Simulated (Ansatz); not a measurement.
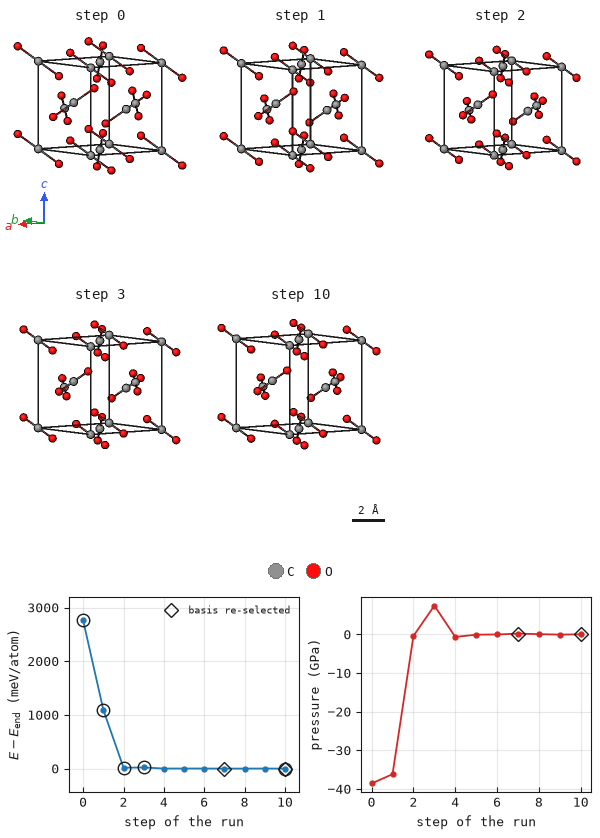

Frames of a relaxation of solid CO$_{2}$ (built on the measured structure type), marked on the history of the run. A ball-and-stick model of the cell of the calculation, seen from a free direction.

Theory: DFT, PBE-D3(BJ), plane waves, PAW in Ansatz 0.2.0. Set-up: plane-wave cutoff 420 eV; k-point mesh 4 × 4 × 4; occupations fermi dirac; smearing width 0.02 eV; no spin polarisation; cell and atoms relaxed; force threshold 0.005 eV/Å.

**What happens along the run?**

The energy falls by 2760 meV per atom in 8 accepted moves (10 points after the start). The largest force component goes from 5.7 to 0.00048 eV/Å. The pressure goes from −38.56 to 0.03 GPa. At 2 points the geometry stayed and the basis and grid were re-selected for the new cell (energy shift of 1.8 meV per atom at most each time). The largest moves relative to the cell, 0.48 Å, are those of O atoms. C stays in place. The volume changes by +4.9 %, with a = b = c 5.620 → 5.710 Å (+1.6 %). Among the contacts that change: C–O 1.626 → 1.169 Å. The space group stays Pa-3 (No. 205). The run took 5.1 s on 1 × NVIDIA H100 80GB HBM3 with 2 threads of AMD EPYC 7R13 Processor (Zen 3), on a shared host, peak memory 1.3 GiB. From step 0 to 1: O atoms move most (0.19 Å), volume −7.2 %, energy −1665 meV per atom. From step 1 to 2: O atoms move most (0.19 Å), volume −6.6 %, energy −1079 meV per atom. From step 2 to 3: O atoms move most (0.09 Å), volume +16.1 %, energy +5.4 meV per atom. From step 3 to 10: volume +4.3 %, energy −21.8 meV per atom.

```csv
step,"E − E(0), meV/atom","largest force component, eV/Å","pressure, GPa","volume, Å³/atom",note
0,0.00,5.7422,-38.56,14.792,
1,-1665.15,6.3249,-36.17,13.722,
2,-2744.01,0.6491,-0.38,12.815,
3,-2738.59,1.5438,7.46,14.877,
4,-2758.70,0.1757,-0.64,14.974,
5,-2758.43,0.0163,-0.06,15.131,
6,-2758.37,0.0004,0.00,15.146,
7,-2760.21,0.0002,0.21,15.146,"same geometry, new basis"
8,-2759.50,0.0019,0.09,15.342,
9,-2758.68,0.0000,-0.04,15.516,
10,-2760.37,0.0005,0.03,15.516,"same geometry, new basis"
```
